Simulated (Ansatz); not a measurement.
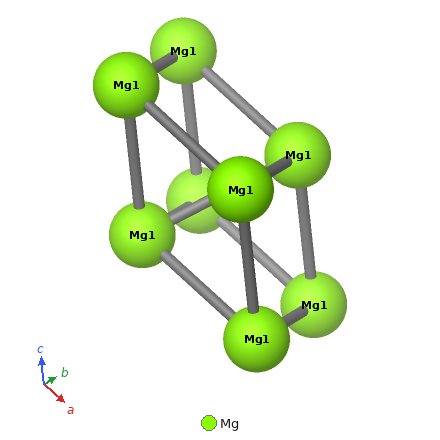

The system is Mg (Im-3m, No. 229; 1 atom in the cell); the picture shows the reference structure. The cell is strained homogeneously, by one strain along x and y and another along z, with fractional coordinates fixed (x, y and z along the cube axes). Coordinates scanned: (1) strain along x and y; (2) strain along z. Grid: 5 × 5 points. At 2 points there is no value. All energies are given in meV/atom relative to the lowest grid point. The reference cell is the one listed in the database, not relaxed at this level. Level of theory: DFT LDA, scalar-relativistic, plane waves, PAW (Ansatz). Settings: cutoff 420 eV, k-mesh 18×18×18, gaussian smearing 0.15 eV, no spin polarisation.

Its coordinates:

```
CELL_PARAMETERS angstrom
-1.77276 1.77276 1.77276
1.77276 -1.77276 1.77276
1.77276 1.77276 -1.77276
ATOMIC_POSITIONS crystal
Mg 0.00000 0.00000 0.00000
```

Range: strain along x and y from −5.0 to 5.0 %; strain along z from −5.0 to 5.0 %.

What will the energy surface look like?

The lowest grid point is at strain along x and y = −5.0 %, strain along z = 5.0 %. It lies at the edge of the scanned range, so the true minimum may lie outside. There is a further well near strain along x and y = 0.0 %, strain along z = −2.5 % (0.9 meV/atom above the lowest at that grid point). The highest grid point, strain along x and y = 5.0 %, strain along z = 5.0 %, lies 74.3 meV/atom above the lowest.

| strain along z ↓, strain along x and y → | −5.0 | −2.5 | 0.0 | 2.5 | 5.0 |
| --- | --- | --- | --- | --- | --- |
| 5.0 | 0.0 | 1.7 | 16.3 | 41.2 | 74.3 |
| 2.5 | 5.1 | 0.2 | 8.7 | – | 56.6 |
| 0.0 | 13.7 | 1.5 | 3.4 | 17.2 | 40.9 |
| −2.5 | 26.2 | 6.0 | 0.9 | – | 27.4 |
| −5.0 | 43.1 | 14.2 | 2.3 | 3.9 | 16.3 |

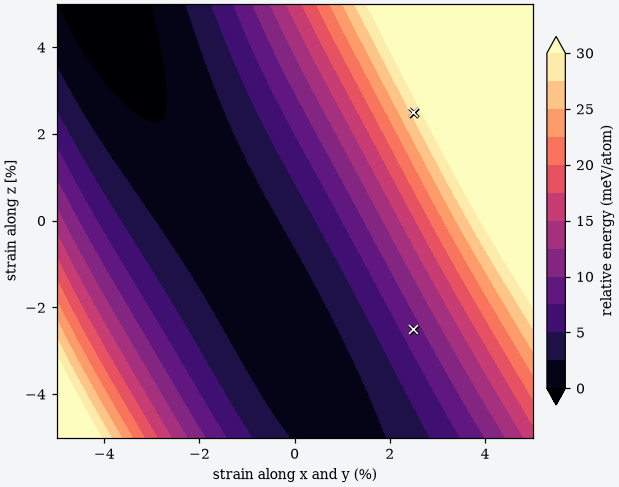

The picture shows filled contours, crosses at grid points without a value, one colour for all values above the top of the scale. Between grid points the surface is interpolated.
